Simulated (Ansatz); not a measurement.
Single-point calculation of CuO (part 2 of 2)

Continued. System: CuO (Cccm, 8 atoms in the cell). Method: DFT PBE+U, scalar-relativistic, plane waves, PAW, Ueff = 4 eV on Cu d, spin-polarised (Ansatz 0.2.0); cutoff 420 eV, 4×4×3 k-mesh, Gaussian smearing of 0.05 eV, collinear spins. The structure derives from an entry of the Crystallography Open Database.

Geometry of the input (Å; fractional positions):
```
4.1744  0.0000  0.3306
0.0000  4.1521  0.0000
-0.4125  0.0000  5.2016
Cu 0.2500  0.2500  0.0000
Cu 0.2500  -0.2500  0.5000
O  0.5000  -0.0000  0.2500
O  0.5000  0.0000  0.7500
Cu 0.7500  0.7500  0.0000
Cu 0.7500  0.2500  0.5000
O  1.0000  0.5000  0.2500
O  1.0000  0.5000  0.7500
```

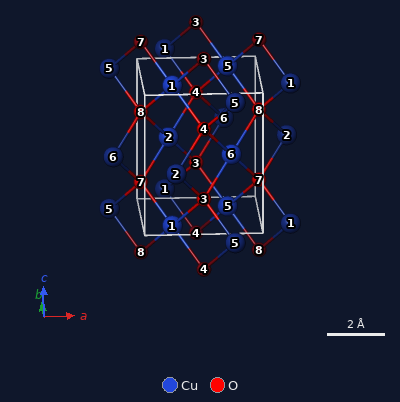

Fig. 1: The structure (ball-and-stick view of the cell of the calculation, seen at an oblique angle; neighbours outside the cell are drawn fainter; atoms are numbered from 1 in the order of the input).

**Log, continued**
```
SCF iter   1: F=—  HF=-28760.260835 eV  |F-HF|=—  |Δ(HF+E_count)|=         —  Δρ=8.47e-2 (↑8.47e-2 ↓8.47e-2)  dr2=2.40e0  dr2_m=5.06e0  M=0.000 μB ∫|m|=1.167 μB  β_m=0.30  ethr=2.37e-3  ⟨swp⟩=1.7  Hψ=5833  notcnv=0
preconditioner: auto → Kerker (q_TF=auto, 2.773 Å⁻¹)  [metal: Δε(μ)=0.039 eV  Ē_g=13.315 eV  σ=0.050 eV  W_gap=0.40  n_scr=28 (ndim 8)  ℏωp=32.1 eV  f_vac=0.010  D(μ)=5.15/eV (n_scr^D=40)]
spin=Collinear: Kerker preconditioning applied to the charge; magnetization (m = ρ↑ − ρ↓) channel mixes plain (no charge-response kernel on spin).
SCF iter   2: F=—  HF=-28760.562519 eV  |F-HF|=—  |Δ(HF+E_count)|=   3.02e-1  Δρ=5.19e-2 (↑5.19e-2 ↓5.19e-2)  dr2=3.01e-1  dr2_m=1.94e0  M=0.000 μB ∫|m|=1.430 μB  β_m=0.30  ethr=2.37e-3  ⟨swp⟩=2.0  Hψ=1976  notcnv=0
preconditioner: auto → Resta (q_TF=auto, 2.773 Å⁻¹)  ε∞=7.0  [insulator: Δε(μ)=0.075 eV  Ē_g=13.111 eV  σ=0.050 eV  W_gap=0.61  n_scr=28 (ndim 8)  ℏωp=32.1 eV  f_vac=0.017  D(μ)=5.25/eV (n_scr^D=52)  ε∞_Penn≈7.0]
spin=Collinear: Resta preconditioning applied to the charge; magnetization (m = ρ↑ − ρ↓) channel mixes plain (no charge-response kernel on spin).
SCF iter   3: F=—  HF=-28761.042335 eV  |F-HF|=—  |Δ(HF+E_count)|=   4.80e-1  Δρ=3.50e-2 (↑3.50e-2 ↓3.50e-2)  dr2=1.88e-1  dr2_m=8.52e-1  M=0.000 μB ∫|m|=1.542 μB  β_m=0.30  ethr=3.01e-4  ⟨swp⟩=2.0  Hψ=2093  notcnv=0  defer=146
SCF iter   4: F=—  HF=-28761.464902 eV  |F-HF|=—  |Δ(HF+E_count)|=   4.23e-1  Δρ=2.02e-2 (↑2.02e-2 ↓2.02e-2)  dr2=3.83e-2  dr2_m=3.24e-1  M=0.000 μB ∫|m|=1.681 μB  β_m=0.30  ethr=1.88e-4  ⟨swp⟩=2.7  Hψ=2008  notcnv=0  defer=147
SCF iter   5: F=—  HF=-28761.589100 eV  |F-HF|=—  |Δ(HF+E_count)|=   1.24e-1  Δρ=1.19e-2 (↑1.19e-2 ↓1.19e-2)  dr2=5.84e-2  dr2_m=1.03e-1  M=0.000 μB ∫|m|=1.847 μB  β_m=1.00  ethr=3.83e-5  ⟨swp⟩=2.1  Hψ=1874  notcnv=0  defer=147
SCF iter   6: F=—  HF=-28761.650611 eV  |F-HF|=—  |Δ(HF+E_count)|=   6.15e-2  Δρ=3.94e-3 (↑3.94e-3 ↓3.94e-3)  dr2=2.23e-2  dr2_m=2.40e-3  M=0.000 μB ∫|m|=1.954 μB  β_m=1.00  ethr=3.83e-5  ⟨swp⟩=2.0  Hψ=2531  notcnv=0  defer=149
SCF iter   7: F=—  HF=-28761.706087 eV  |F-HF|=—  |Δ(HF+E_count)|=   5.55e-2  Δρ=3.94e-3 (↑3.94e-3 ↓3.94e-3)  dr2=3.62e-3  dr2_m=1.11e-2  M=0.000 μB ∫|m|=2.106 μB  β_m=1.00  ethr=2.23e-5  ⟨swp⟩=2.0  Hψ=2061  notcnv=0  defer=149
SCF iter   8: F=—  HF=-28761.749976 eV  |F-HF|=—  |Δ(HF+E_count)|=   4.39e-2  Δρ=4.42e-3 (↑4.42e-3 ↓4.42e-3)  dr2=7.07e-3  dr2_m=1.42e-2  M=0.000 μB ∫|m|=2.270 μB  β_m=1.00  ethr=3.62e-6  ⟨swp⟩=2.0  Hψ=1258  notcnv=0  defer=149
SCF iter   9: F=—  HF=-28761.800511 eV  |F-HF|=—  |Δ(HF+E_count)|=   5.05e-2  Δρ=7.64e-3 (↑7.64e-3 ↓7.64e-3)  dr2=8.61e-2  dr2_m=2.43e-2  M=0.000 μB ∫|m|=2.476 μB  β_m=1.00  ethr=3.62e-6  ⟨swp⟩=2.0  Hψ=2239  notcnv=0  defer=149
SCF iter  10: F=—  HF=-28761.845160 eV  |F-HF|=—  |Δ(HF+E_count)|=   4.46e-2  Δρ=8.24e-3 (↑8.24e-3 ↓8.24e-3)  dr2=1.57e-1  dr2_m=1.17e-2  M=0.000 μB ∫|m|=2.614 μB  β_m=1.00  ethr=3.62e-6  ⟨swp⟩=2.0  Hψ=2327  notcnv=0  defer=149
SCF iter  11: F=—  HF=-28761.886854 eV  |F-HF|=—  |Δ(HF+E_count)|=   4.17e-2  Δρ=9.37e-3 (↑9.37e-3 ↓9.37e-3)  dr2=2.23e-1  dr2_m=9.24e-3  M=0.000 μB ∫|m|=2.734 μB  β_m=1.00  ethr=3.62e-6  ⟨swp⟩=2.1  Hψ=1840  notcnv=0  defer=149
SCF iter  12: F=—  HF=-28761.944746 eV  |F-HF|=—  |Δ(HF+E_count)|=   5.79e-2  Δρ=1.27e-2 (↑1.27e-2 ↓1.27e-2)  dr2=4.20e-1  dr2_m=1.43e-2  M=0.000 μB ∫|m|=2.880 μB  β_m=1.00  ethr=3.62e-6  ⟨swp⟩=2.1  Hψ=1555  notcnv=0  defer=149
SCF iter  13: F=—  HF=-28761.970841 eV  |F-HF|=—  |Δ(HF+E_count)|=   2.61e-2  Δρ=1.31e-2 (↑1.31e-2 ↓1.31e-2)  dr2=4.75e-1  dr2_m=6.16e-3  M=0.000 μB ∫|m|=2.977 μB  β_m=1.00  ethr=3.62e-6  ⟨swp⟩=2.0  Hψ=1851  notcnv=0  defer=149
SCF iter  14: F=—  HF=-28761.902877 eV  |F-HF|=—  |Δ(HF+E_count)|=   6.80e-2  Δρ=4.29e-3 (↑4.29e-3 ↓4.29e-3)  dr2=2.15e-3  dr2_m=1.39e-2  M=0.000 μB ∫|m|=2.857 μB  β_m=0.30  ethr=3.62e-6  ⟨swp⟩=3.0  Hψ=2877  notcnv=0  defer=149
SCF iter  15: F=—  HF=-28761.917952 eV  |F-HF|=—  |Δ(HF+E_count)|=   1.51e-2  Δρ=2.88e-3 (↑2.88e-3 ↓2.88e-3)  dr2=1.80e-2  dr2_m=1.57e-3  M=0.000 μB ∫|m|=2.911 μB  β_m=0.30  ethr=2.15e-6  ⟨swp⟩=2.0  Hψ=2481  notcnv=0  defer=149
Mixer restart at iter 15: flushing history
spin-set hold released at iteration 15 (site moments' squared step at or under half its running peak, from the soft ceiling on): the magnetisation degrees of freedom join the quasi-Newton model from the next iteration; the mixer history was flushed
SCF iter  16: F=—  HF=-28761.922647 eV  |F-HF|=—  |Δ(HF+E_count)|=   4.70e-3  Δρ=1.60e-3 (↑1.60e-3 ↓1.60e-3)  dr2=1.99e-3  dr2_m=1.33e-3  M=0.000 μB ∫|m|=2.906 μB  β_m=0.44  ethr=2.15e-6  ⟨swp⟩=2.0  Hψ=2235  notcnv=0  defer=149
SCF iter  17: F=—  HF=-28761.928847 eV  |F-HF|=—  |Δ(HF+E_count)|=   6.20e-3  Δρ=1.38e-3 (↑1.38e-3 ↓1.38e-3)  dr2=4.73e-3  dr2_m=2.53e-4  M=0.000 μB ∫|m|=2.940 μB  β_m=0.45  ethr=1.99e-6  ⟨swp⟩=2.0  Hψ=2267  notcnv=0  defer=149
SCF iter  18: F=—  HF=-28761.930109 eV  |F-HF|=—  |Δ(HF+E_count)|=   1.26e-3  Δρ=9.23e-4 (↑9.23e-4 ↓9.23e-4)  dr2=3.48e-4  dr2_m=6.28e-4  M=0.000 μB ∫|m|=2.955 μB  β_m=0.72  ethr=1.99e-6  ⟨swp⟩=2.0  Hψ=2182  notcnv=0  defer=149
SCF iter  19: F=—  HF=-28761.930287 eV  |F-HF|=—  |Δ(HF+E_count)|=   1.78e-4  Δρ=2.86e-4 (↑2.86e-4 ↓2.86e-4)  dr2=1.01e-4  dr2_m=2.82e-5  M=0.000 μB ∫|m|=2.967 μB  β_m=0.66  ethr=3.48e-7  ⟨swp⟩=2.0  Hψ=1863  notcnv=0  defer=149
SCF iter  20: F=—  HF=-28761.930256 eV  |F-HF|=—  |Δ(HF+E_count)|=   3.08e-5  Δρ=4.43e-5 (↑4.43e-5 ↓4.43e-5)  dr2=4.07e-6  dr2_m=3.00e-8  M=0.000 μB ∫|m|=2.966 μB  β_m=0.83  ethr=1.01e-7  ⟨swp⟩=2.1  Hψ=2215  notcnv=0  defer=149
SCF iter  21: F=—  HF=-28761.930256 eV  |F-HF|=—  |Δ(HF+E_count)|=   2.35e-8  Δρ=2.37e-5 (↑2.37e-5 ↓2.37e-5)  dr2=1.15e-6  dr2_m=9.11e-8  M=0.000 μB ∫|m|=2.966 μB  β_m=0.91  ethr=4.07e-9  ⟨swp⟩=1.0  Hψ=1174  notcnv=0  defer=149
SCF iter  22: F=-28761.930256 eV  HF=-28761.930256 eV  |F-HF|=3.60e-10  |Δ(HF+E_count)|=   1.28e-7  Δρ=4.44e-6 (↑4.44e-6 ↓4.44e-6)  dr2=6.28e-8  dr2_m=1.34e-9  M=0.000 μB ∫|m|=2.966 μB  ethr=1.00e-10  ⟨swp⟩=8.5  Hψ=5745  notcnv=0
SCF 1 converged in 22 iterations: F = -28761.930256 eV  dr2 = 6.28e-8
  greatest PAW one-centre occupation: 1.000 electrons in one spin orbital (limit 2), on the Cu atom at site 5 (counted from 0), in its partial waves of l = 0
SCF converged after 22 iterations
Magnetization: 0.0000 μB (50.0000 up, 50.0000 down)
Absolute magnetization: 2.9510 μB (∫|ρ↑−ρ↓|, with the PAW one-centre terms)
Spin contamination: 1.6317 ħ² per cell (⟨S²⟩ above its minimum at these occupations)
Per-site moments (μB) at R_I (Å): [(0.5477150216696305, 0.8120193672329413), (-0.5477150216696304, 0.8120193672329415), (8.897420193100676e-6, 0.8120193672329413), (-8.897420193496473e-6, 0.8120193672329413), (-0.5477150216696305, 0.8120193672329413), (0.5477150216696304, 0.8120193672329415), (-8.897420193134854e-6, 0.8120193672329414), (8.897420193526429e-6, 0.8120193672329414)]
Free energy (F): -28761.930256 eV
Harris-Foulkes:  -28761.930256 eV  (|F-HF|=3.60e-10)
Internal energy: -28761.928788 eV  (E = F + TS)
E sigma→0 (E₀):  -28761.929522 eV
Entropy (-TS):   -0.001468 eV (-0.183 meV/atom)
Fermi energy:    10.268469 eV
--- Per-component energies (eV) ---
  E_band       = -1957.538446
  E_kinetic    = 1881.299975
  E_local      = -20466.097000  (includes V_loc(G=0)·N_el)
  E_nonlocal   = 1751.353899
  E_hartree    = 8853.074003
  E_xc         = -645.720975
  E_vxc        = -828.633154  (∫ρ·V_xc dr)
  E_hubbard    = 2.734532  (on-site DFT+U / exact-exchange correction)
  E_vhub       = -69.634160  (the Hubbard potential's part of the band-sum identity)
  E_paw        = -7274.870021  (= ΣΔE_a)
  E_vpaw       = -1932.014589  (= ΣTr[D̂ρ^β])
  E_aug_tail   = 0.011167  (compensation charges beyond the density's cutoff)
  E_ewald      = -12863.714368
  E_smearing   = -0.001468  (= −TS)
  E_closure    = -0.000000  (closes the sum)
  Σ components = -28761.930256   (vs F -28761.930256, Δ=0.00e0)
--- Forces (eV/Å), atoms counted from 1 ---
  atom   1  Cu     0.00000000     0.00000000    -0.00000000
  atom   2  Cu     0.00000000    -0.00000000     0.00000000
  atom   3  O     -0.00000000     0.00008965    -0.00000000
  atom   4  O      0.00000000    -0.00008965     0.00000000
  atom   5  Cu     0.00000000     0.00000000    -0.00000000
  atom   6  Cu     0.00000000     0.00000000     0.00000000
  atom   7  O     -0.00000000     0.00008965    -0.00000000
  atom   8  O      0.00000000    -0.00008965     0.00000000
  max |Σ_I F_I| component: 2.68e-29 eV/Å
--- Stress (GPa, compression-positive) ---
       -0.648207       0.000000      -0.023107
        0.000000       0.609398      -0.000000
       -0.023107      -0.000000      -0.346105
  P = ⅓ Tr σ = -0.1283 GPa (-1.283 kbar)
--- Band table (eV; the first three rows and the last of 42) ---
  k-point 0 ↑: bands = ["-102.6688", "-102.6686", "-101.9332", "-101.9329", "-60.3117", "-60.3106", "-60.2971", "-60.2948", "-59.4723", "-59.4717", "-59.3807", "-59.3795", "-59.3640", "-59.3616", "-59.1990", "-59.1985", "-9.0371", "-7.8846", "-7.7448", "-7.5608", "2.1060", "3.3114", "3.3286", "3.4755", "4.1399", "5.0431", "5.0548", "5.2373", "5.3106", "5.3316", "5.5020", "5.8449", "5.8461", "6.0316", "6.0463", "6.1333", "6.1539", "6.2557", "6.2928", "6.3279", "6.3461", "6.5439", "7.0414", "7.2886", "7.3291", "8.0379", "8.0633", "8.1415", "8.1843", "10.3119", "11.0915", "11.5579", "11.9094", "12.6630", "16.5165", "17.4975", "17.5668", "20.0185", "20.1421", "21.2092", "22.1625", "22.2804", "22.7737"]
  k-point 1 ↑: bands = ["-102.6687", "-102.6686", "-101.9331", "-101.9329", "-60.3114", "-60.3109", "-60.2965", "-60.2954", "-59.4722", "-59.4719", "-59.3804", "-59.3798", "-59.3634", "-59.3622", "-59.1989", "-59.1987", "-8.7576", "-8.1192", "-7.8106", "-7.6487", "2.9933", "3.6048", "3.7009", "3.7148", "3.9140", "4.6322", "4.7562", "4.7636", "5.2464", "5.3972", "5.4045", "5.4285", "5.4332", "5.7589", "5.7950", "5.9734", "6.1353", "6.1405", "6.1587", "6.1850", "6.9269", "7.1822", "7.2775", "7.2933", "7.8743", "7.9003", "7.9488", "8.0250", "8.5396", "9.5947", "10.8711", "11.2696", "12.8260", "13.5068", "14.7108", "15.6013", "20.1364", "20.4495", "20.5397", "21.9306", "22.0150", "23.4320", "24.0148"]
  k-point 2 ↑: bands = ["-102.6686", "-102.6685", "-101.9330", "-101.9329", "-60.3118", "-60.3106", "-60.2971", "-60.2949", "-59.4724", "-59.4718", "-59.3809", "-59.3795", "-59.3641", "-59.3616", "-59.1991", "-59.1987", "-8.8772", "-8.0646", "-7.7359", "-7.5654", "2.3967", "3.4284", "3.5972", "3.6258", "4.1111", "4.2478", "4.9877", "5.0416", "5.1447", "5.2973", "5.6055", "5.7467", "5.7640", "5.7843", "5.7921", "5.9900", "6.1486", "6.1823", "6.4704", "6.6833", "6.7007", "6.8824", "6.9617", "6.9836", "7.4188", "7.6077", "7.9209", "8.1948", "8.3638", "10.1707", "10.7450", "11.7711", "12.6335", "13.8075", "16.2697", "16.8968", "17.5851", "19.9478", "20.7221", "21.1205", "21.6614", "22.5633", "23.1324"]
  k-point 20 ↓: bands = ["-102.6694", "-102.6694", "-101.9337", "-101.9337", "-60.3112", "-60.3112", "-60.2959", "-60.2959", "-59.4721", "-59.4721", "-59.3802", "-59.3802", "-59.3628", "-59.3628", "-59.1988", "-59.1988", "-8.3260", "-8.3259", "-7.7888", "-7.7888", "3.1570", "3.1572", "3.3414", "3.3415", "4.3304", "4.3304", "4.6469", "4.6469", "5.5048", "5.5048", "5.5090", "5.5091", "5.8708", "5.8709", "6.0578", "6.0579", "6.0684", "6.0684", "6.2221", "6.2221", "6.4466", "6.4467", "7.1369", "7.1370", "7.3100", "7.3102", "8.0121", "8.0121", "9.5124", "9.5127", "11.2476", "11.2479", "14.5960", "14.5960", "16.2162", "16.2163", "17.8352", "17.8352", "19.9422", "19.9422", "22.0951", "22.0951", "24.8407"]
Occupation matrices written to [file]
--- Löwdin populations: 8 sites ---
  site symbol       q [e]    m [muB]
     0     Cu     17.9765     0.4899
     1     Cu     17.9765    -0.4899
     2      O      6.9130     0.0000
     3      O      6.9130    -0.0000
     4     Cu     17.9765    -0.4899
     5     Cu     17.9765     0.4899
     6      O      6.9130    -0.0000
     7      O      6.9130     0.0000
  spilling = 0.004418 (of n_electrons = 100.000000)
--- Occupation matrices: 4 shells (run DFT+U table (all-electron-ortho-atomic); ε = 3.72e-3) ---
  Cu0 d_3D: site group Ci (-1)
  Cu0 d_3D up     Tr n = 4.9460  λ = 0.976 0.981 0.994 0.997 0.997  [xy 0.85 Ag(1.00) | xz 0.65 Ag(1.00) | 3× x2-y2 0.33 Ag(1.00)]
  Cu0 d_3D dn     Tr n = 4.4419  λ = 0.482 0.972 0.994 0.997 0.997  [xz 0.51 Ag(1.00) | xy 0.85 Ag(1.00) | 3× x2-y2 0.33 Ag(1.00)]
  Cu1 d_3D: site group Ci (-1)
  Cu1 d_3D up     Tr n = 4.4419  λ = 0.482 0.972 0.994 0.997 0.997  [xz 0.51 Ag(1.00) | xy 0.85 Ag(1.00) | 3× x2-y2 0.33 Ag(1.00)]
  Cu1 d_3D dn     Tr n = 4.9460  λ = 0.976 0.981 0.994 0.997 0.997  [xy 0.85 Ag(1.00) | xz 0.65 Ag(1.00) | 3× x2-y2 0.33 Ag(1.00)]
  Cu4 d_3D: site group Ci (-1)
  Cu4 d_3D up     Tr n = 4.4419  λ = 0.482 0.972 0.994 0.997 0.997  [xz 0.51 Ag(1.00) | xy 0.85 Ag(1.00) | 3× x2-y2 0.33 Ag(1.00)]
  Cu4 d_3D dn     Tr n = 4.9460  λ = 0.976 0.981 0.994 0.997 0.997  [xy 0.85 Ag(1.00) | xz 0.65 Ag(1.00) | 3× x2-y2 0.33 Ag(1.00)]
  Cu5 d_3D: site group Ci (-1)
  Cu5 d_3D up     Tr n = 4.9460  λ = 0.976 0.981 0.994 0.997 0.997  [xy 0.85 Ag(1.00) | xz 0.65 Ag(1.00) | 3× x2-y2 0.33 Ag(1.00)]
  Cu5 d_3D dn     Tr n = 4.4419  λ = 0.482 0.972 0.994 0.997 0.997  [xz 0.51 Ag(1.00) | xy 0.85 Ag(1.00) | 3× x2-y2 0.33 Ag(1.00)]
  Tr n, λ and their labels are of the run-group-symmetrised matrices; stabiliser: 8 of 16 elements of G0×{1,Θ} (closed), max defect 5.2e-15 at τ = 7.9e-4
```

**File populations.tsv**
```
# site	symbol	l	j	q_up	q_dn
# orbitals = lowdin
# n_electrons = 100.000000
# spilling = 0.004418
# projection_atom_Cu: [Ne] 3s2 3p6 3d10 4s1
# projection_atom_O: [He] 2s2 2p4
0	Cu	0_3S	-	0.998824	0.998829
0	Cu	0_4S	-	0.287339	0.295970
0	Cu	1_3P	-	2.999275	2.999356
0	Cu	2_3D	-	4.947768	4.449173
1	Cu	0_3S	-	0.998829	0.998824
1	Cu	0_4S	-	0.295970	0.287339
1	Cu	1_3P	-	2.999356	2.999275
1	Cu	2_3D	-	4.449173	4.947768
2	O	0_2S	-	0.922546	0.922547
2	O	1_2P	-	2.533969	2.533956
3	O	0_2S	-	0.922547	0.922546
3	O	1_2P	-	2.533956	2.533969
4	Cu	0_3S	-	0.998829	0.998824
4	Cu	0_4S	-	0.295970	0.287339
4	Cu	1_3P	-	2.999356	2.999275
4	Cu	2_3D	-	4.449173	4.947768
5	Cu	0_3S	-	0.998824	0.998829
5	Cu	0_4S	-	0.287339	0.295970
5	Cu	1_3P	-	2.999275	2.999356
5	Cu	2_3D	-	4.947768	4.449173
6	O	0_2S	-	0.922547	0.922546
6	O	1_2P	-	2.533956	2.533969
7	O	0_2S	-	0.922546	0.922547
7	O	1_2P	-	2.533969	2.533956
```

**Results in brief**

| quantity | value |
| --- | --- |
| outcome | converged |
| space group (tolerance 0.01 Å) | Cccm (66) |
| electrons treated | 100 |
| free energy | −28761.9303 eV |
| Fermi energy | 10.268 eV |
| gap on the k-point mesh | none (metallic) |
| net moment of the cell | 0.00 μB |
| integrated absolute moment | 2.95 μB |
| pressure | −0.13 GPa |
| largest force (length of the vector) | under 0.001 eV/Å |
| hardware | 8 threads of Arm Neoverse V2, 24 GiB of memory available, shared host |
| wall time | 3.3 s (CPU time 23 s) |
| peak memory | 0.68 GiB |
